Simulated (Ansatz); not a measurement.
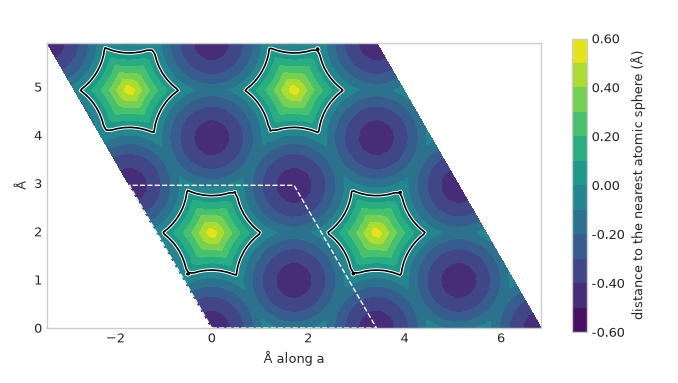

Map of the distance to the nearest atomic sphere in Pm in space group P6_3/mmc, computed on the section z = 0.875 (parallel to a and b; the dashed line is one cell). The black line marks the spheres' surfaces; positive values are empty space; unlabelled circles belong to atoms above or below the section.

Atoms are hard spheres with metallic radii: Pm 1.83 Å.

Origin of the cell: the input geometry of an electronic-structure calculation (not necessarily at equilibrium).

```cif
data_structure
_symmetry_space_group_name_H-M 'P6_3/mmc'
_symmetry_Int_Tables_number 194
_cell_length_a 3.4173
_cell_length_b 3.4173
_cell_length_c 11.0294
_cell_angle_alpha 90.000
_cell_angle_beta 90.000
_cell_angle_gamma 120.000
_cell_volume 111.54
loop_
_atom_site_label
_atom_site_type_symbol
_atom_site_symmetry_multiplicity
_atom_site_Wyckoff_symbol
_atom_site_fract_x
_atom_site_fract_y
_atom_site_fract_z
_atom_site_occupancy
Pm1 Pm 2 a 0.00000 0.00000 0.00000 1
Pm2 Pm 2 c 0.33333 0.66667 0.25000 1
```

### Where is the largest hole in this section, and how large is it?

At 0.333, 0.667, 0.875 (fractional), where the distance reaches 0.58 Å; it is enclosed by 6 Pm in an octahedral arrangement. It is the largest hole of the crystal.

### How much of the crystal lies outside the spheres?

About 12 % of the cell's volume, and 22 % of this section's area.

### What can pass through?

The largest sphere that fits anywhere has a diameter of 1.15 Å; the largest that can travel through the crystal, about 0.3 Å.
